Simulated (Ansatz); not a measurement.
Structure data:

```xyz
6
Lattice="4.5135 0.0000 0.0000 0.0000 4.5135 0.0000 0.0000 0.0000 3.1244" Properties=species:S:1:pos:R:3 pbc="T T T"
Sn    0.0000    0.0000    0.0000
Sn    2.2567    2.2567    1.5622
O     3.6348    3.6348    1.5622
O     1.3781    3.1354    0.0000
O     3.1354    1.3781    0.0000
O     0.8787    0.8787    1.5622
```

Question: What crystal do these data define?

Answer: Formula: SnO2. Space group P4_2/mnm (No. 136), lattice primitive tetragonal. Among the common structure types it is rutile. The cell comprises 2 formula units: 2 Sn, 4 O. The coordination shell of Sn holds six O in a distorted octahedral arrangement at 1.95 to 2.00 Å. Each O atom is coordinated by three Sn at 1.95 to 2.00 Å. The bonds build a three-dimensional framework.

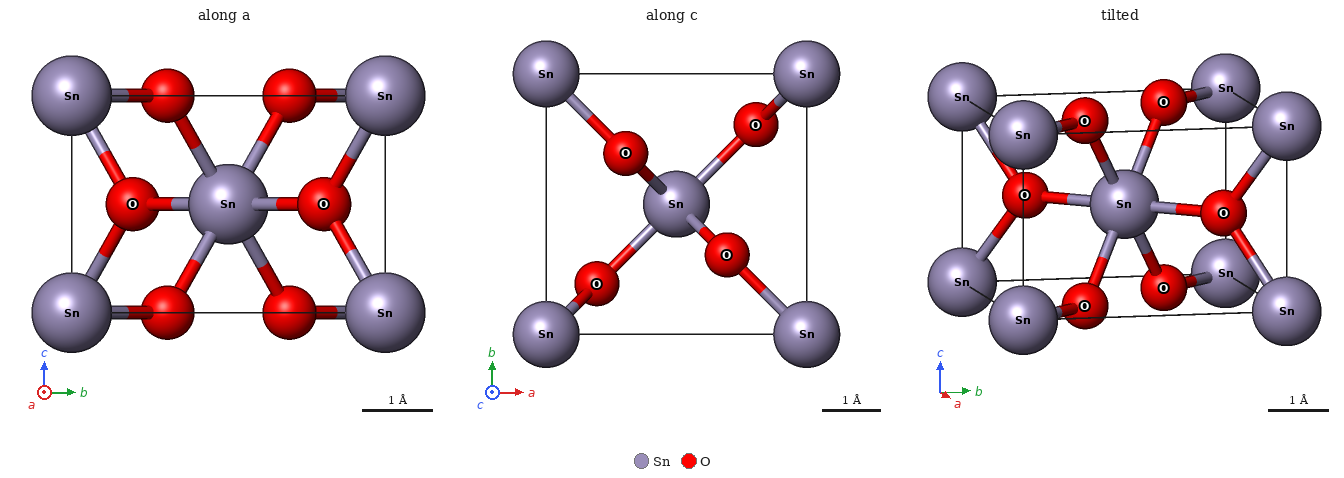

The crystal in a ball-and-stick representation, seen along the a axis, along the c axis and slightly off an axis. The frame is the conventional unit cell; atoms at its boundary are shown with their periodic copies. Colours: tin purple, oxygen red.

Its origin is a structure listed in the Materials Project. Earlier steps of the study, as a rule a relaxation of our own, may have changed the cell and positions, so they can lie some per cent off the listed ones. A calculation with Ansatz used it as input.

At this level of theory the run's own cell isn't at rest (compressed, at 30 GPa), so its distances can differ from those at equilibrium, the more so the softer the solid.
